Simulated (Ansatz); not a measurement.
# Screening in SiC (F-43m)

How strongly does SiC (F-43m) screen? Routes: perturbation theory, a sum over states and the RPA step of G0W0.

Method: linear response on PBE, plane waves, PAW, in Ansatz 0.2.0.

**What was measured.**

- ε∞ 6.49: high-frequency dielectric constant; visible/NIR optical measurements, literature average; bulk crystal (literature average; scatter up to 0.2) (quoted in “Infrared properties of SiC particles”, 1999, arxiv:astro-ph/9903031).

Most raw output is cut from this account.

## 1. The starting structure

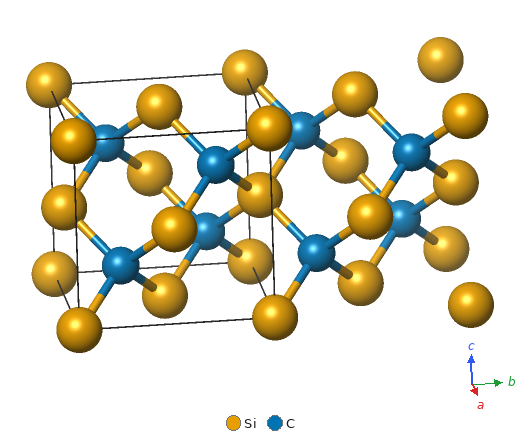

The cell as given, slightly off an axis (silicon orange, carbon blue). 1×2×1 cells are drawn. This picture shows the conventional cell, with its axes. Bonds to atoms that aren't drawn are left out. Some periodic images of atoms are drawn too.

The cell and positions come from the Crystallography Open Database and are kept as given unless a step says otherwise. The default PAW set here is soft_2. Its files were made with PBE.

## 2. Response to a homogeneous field

The response to a uniform field gives ε∞, a yardstick for the screening that GW builds on its mesh.

This step: dielectric response by perturbation theory, PBE, plane waves, PAW.

The input, input.yaml:

```yaml
crystal:
  lattice:
    - [0.0, 2.179, 2.179]
    - [2.179, 0.0, 2.179]
    - [2.179, 2.179, 0.0]
  atoms:
    - { symbol: Si, position: [0.0, 0.0, 0.0] }
    - { symbol: C, position: [0.25, 0.25, 0.25] }
kpoints:
  mp_grid: { grid: [8, 8, 8] }
hamiltonian:
  xc: pbe
scf:
  occupations: { method: fixed }
dielectric: {}
```

The run is started by

```console
> ansatz run input.yaml --threads 2 --pin off --max-ram 92160MiB --backend cuda --events-out ev --progress --plain --runs-dir out --devices 1 --max-vram 13GiB  # rebuilt from the run's record
```

Wall time 14 s (1 × NVIDIA H100 80GB HBM3 (shared by 6 runs) with 2 threads of AMD EPYC 7R13 (Zen 3), shared host); peak memory 1 GiB; 22 s of CPU time.

This step gave:

- stated error of ε∞: 0.02

One over ε∞ averages 0.14, under the quarter of exact exchange in PBE0, which by this rule of thumb may open the gap too far.

High-frequency dielectric tensor:

```
6.96 0.00 0.00
0.00 6.96 0.00
0.00 0.00 6.96
```

Born effective charge (e), principal values of the symmetric part by kind of site:

| atom | atoms with these values | low | middle | high | mean |
| --- | --- | --- | --- | --- | --- |
| Si1 | 1 | 2.71 | 2.71 | 2.71 | 2.71 |
| C2 | 1 | -2.71 | -2.71 | -2.71 | -2.71 |

In full for C2:

```
-2.71  0.00  0.00
 0.00 -2.71  0.00
 0.00  0.00 -2.71
```

## 3. Independent-particle spectrum

The independent-particle spectrum shows where the oscillator strength lies, before excitons and local fields.

This step: independent-particle optics on PBE, plane waves, PAW.

input.yaml, the sections that differ from step 2:

```yaml
kpoints:
  mp_grid: { grid: [10, 10, 10] }
scf:
  occupations: { method: fixed }
  n_extra_bands: 14
output:
  optics: { e_range: [0, 25], de: 0.1, sigma: 0.2 }
# crystal, hamiltonian: as in step 2
# dielectric: removed
```

Run time: 9.7 s. Hardware: 1 × NVIDIA H100 80GB HBM3 (shared by 6 runs) with 2 threads; peak memory 0.92 GiB.

Numbers from this step:

| Property | Result |
| --- | --- |
| ε∞ without local fields (xx, yy, zz) | 7.196, 7.196, 7.196 |
| electrons in the f-sum (xx, yy, zz) | 6.909, 6.909, 6.909 |
| bands in the explicit sum (the static value is completed to all bands) | 18 |

The sum gives ε∞ = 7.20 without local fields.

The ε₂, xx=yy=zz has structure finer than the step of the table below, so its rows give means over 2.5 eV, whole bins alone (the curve runs from 0 to 25 eV). Peaks (eV: height): 6.80: 26.0, 8.30: 15.8.

Independent particles, no local fields, Gaussian width 0.2 eV. Table of ε₂, xx=yy=zz by photon energy; means over each step:

| photon energy (eV) | ε₂, xx=yy=zz |
| --- | --- |
| 2.5 | 0 |
| 5.0 | 4.15 |
| 7.5 | 15.7 |
| 10.0 | 6.34 |
| 12.5 | 2.29 |
| 15.0 | 1.14 |
| 17.5 | 0.494 |
| 20.0 | 0.252 |
| 22.5 | 0.211 |

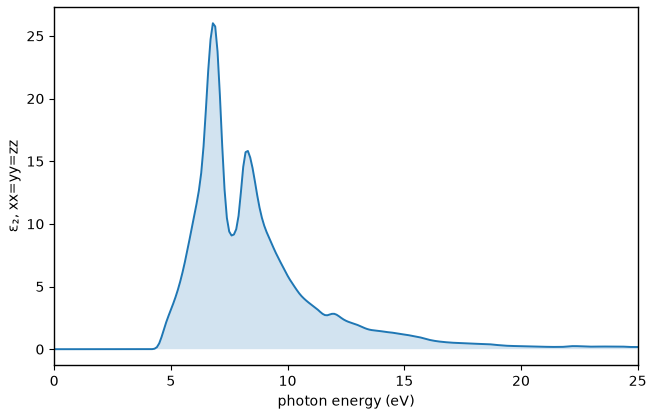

ε₂, xx=yy=zz, plotted against photon energy.

Independent particles, no local fields, Gaussian width 0.2 eV. Table of loss function, xx=yy=zz by photon energy; read off at these points:

| photon energy (eV) | loss function, xx=yy=zz |
| --- | --- |
| 4.0 | 0 |
| 5.0 | 0.0144 |
| 6.0 | 0.0281 |
| 7.0 | 0.0419 |
| 8.0 | 0.0723 |
| 9.0 | 0.0794 |
| 10.0 | 0.0976 |
| 11.0 | 0.127 |
| 12.0 | 0.173 |
| 13.0 | 0.190 |
| 14.0 | 0.249 |
| 15.0 | 0.292 |
| 16.0 | 0.297 |
| 17.0 | 0.410 |
| 18.0 | 0.611 |
| 19.0 | 0.786 |
| 20.0 | 1.45 |
| 21.0 | 3.11 |
| 21.7 | 5.38 |
| 22.0 | 4.50 |
| 23.0 | 4.32 |
| 24.0 | 3.15 |
| 25.0 | 2.36 |

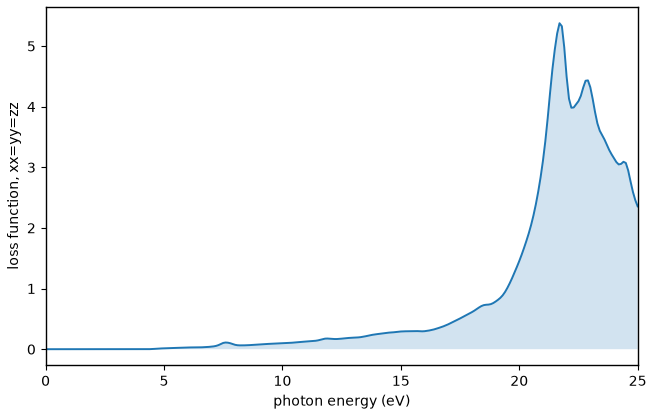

Loss function, xx=yy=zz, plotted against photon energy.

## 4. RPA screening from the G0W0 run

G0W0 replaces the xc potential by the self-energy, built once from these orbitals. Only a window of levels is corrected, while the sums run over the empty bands that the input names.

This step: G0W0 on PBE, plane waves, PAW.

input.yaml, the sections that differ from step 3:

```yaml
kpoints:
  mp_grid: { grid: [6, 6, 6] }
scf:
  occupations: { method: fixed }
gw:
  n_empty_bands: 132
  ecut_chi: 200.0
  qp_bands: [v2, c2]
  qp_kpoints: band_edges
  screening: { model: contour_deformation }
# crystal, hamiltonian: as in step 3
# output: removed
```

It took 6.5 s on 1 × NVIDIA H100 80GB HBM3 (shared by 6 runs) with 2 threads; peak memory 1 GiB; 8.3 s of CPU time.

Numbers from this step:

- bands summed: 136
- RPA ε∞ on this mesh (eigenvalues): 7.140, 7.140, 7.140
- plane waves in the screening matrix: 137
- G0W0 gap on the mesh: 2.244 eV
- k of the valence top: 0, 0, 0
- k of the conduction bottom: 0, -0.5, -0.5
- starting gap on the mesh: 1.353 eV
- least direct G0W0 gap on the computed points: 5.617 eV

The gap on the mesh goes from 1.35 eV to 2.24 eV, a correction of +0.89 eV. Between the two edge states, bare exchange in place of the xc potential would open the gap by 6.83 eV, and correlation takes back 5.94 eV.

Mean over the mesh in bins of 0.25 1/Å. Table of static inverse dielectric function, diagonal by length of q+G:

| length of q+G (Å⁻¹) | static inverse dielectric function, diagonal |
| --- | --- |
| 0.44 | 0.192 |
| 1.24 | 0.362 |
| 2.03 | 0.548 |
| 2.76 | 0.694 |
| 3.51 | 0.802 |
| 4.24 | 0.876 |
| 5.00 | 0.931 |
| 5.76 | 0.962 |
| 6.51 | 0.980 |
| 7.19 | 0.989 |

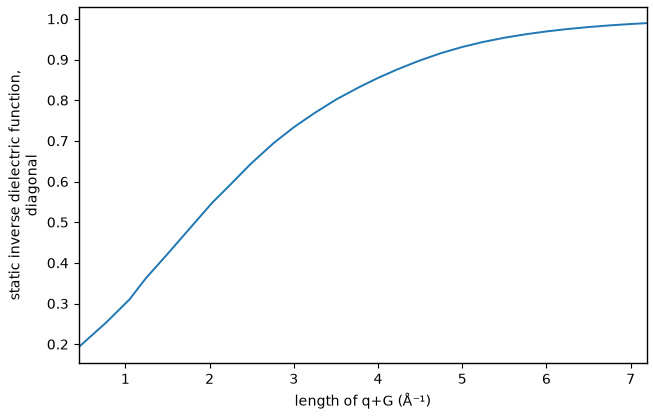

Static inverse dielectric function, diagonal against length of q+G.

## 5. The values together

Times are wall times on 1 × NVIDIA H100 80GB HBM3 (shared by 6 runs) with 2 threads of AMD EPYC 7R13 (Zen 3), shared host, good to a factor of about two.

| method | mesh | ε∞, low | middle | high | mean | time |
| --- | --- | --- | --- | --- | --- | --- |
| perturbation theory (local fields and xc kernel) | 8×8×8 (response on 512 points) | 6.96 | 6.96 | 6.96 | 6.96 | 14 s |
| sum over states (no local fields) | 10×10×10 | 7.20 | 7.20 | 7.20 | 7.20 | 9.7 s |
| RPA with local fields, on the GW mesh | 6×6×6 | 7.14 | 7.14 | 7.14 | 7.14 | 6.5 s |

## 6. Summary of results

```
perturbation theory (local fields and xc kernel) : 6.96, 6.96, 6.96
sum over states (no local fields)                : 7.20, 7.20, 7.20
RPA with local fields, on the GW mesh            : 7.14, 7.14, 7.14
```

What this shows: Mean Born effective charge: Si1 2.71, C2 -2.71 e. Distinct peaks of the ε₂, xx=yy=zz stand at 6.8 and 8.3 eV; the one at 6.8 eV is strongest. The loss function, xx=yy=zz has its highest peak at 21.7 eV. The sum without local fields gives 7.20 in the mean against 6.96 by perturbation theory; local fields lower ε∞ and the xc kernel gives part of it back, though the sum also carries the error of its own mesh. The RPA values on the 6×6×6 mesh average 1.03 times those of perturbation theory (means 7.14 and 6.96). Without the xc kernel RPA should lie a little lower; it lies higher here. Perturbation theory sums its response on a denser mesh of its own, so the coarser sum of the GW run is the likely cause. Against experiment, the principal values 6.96 of the first method stand beside the measured 6.49 (high-frequency dielectric constant, quoted 1999); the mean is +7 % off. PBE usually puts the gap too low, which tends to raise ε∞. Ions are clamped, so the lattice part of the static constant is not in these numbers.

[Paths, hosts, dates, memory and timing lines, banners, echoed tables and standing remarks are left out of the program output.]

[Logs are printed without paths, hosts, clocks, repeated set-up lines and the standing remarks that a program may print on its own settings, such as how far it seeks lower states.]

[Runs of the session that timed out or met a known fault of the program may be left out.]

[Cells called generated may have been cut or substituted from an entry of the Crystallography Open Database or the Materials Project.]

[Hosts, paths, dates, database ids (printed as entryN), source tags and the programs' standing remarks are cut or masked in the printed files.]
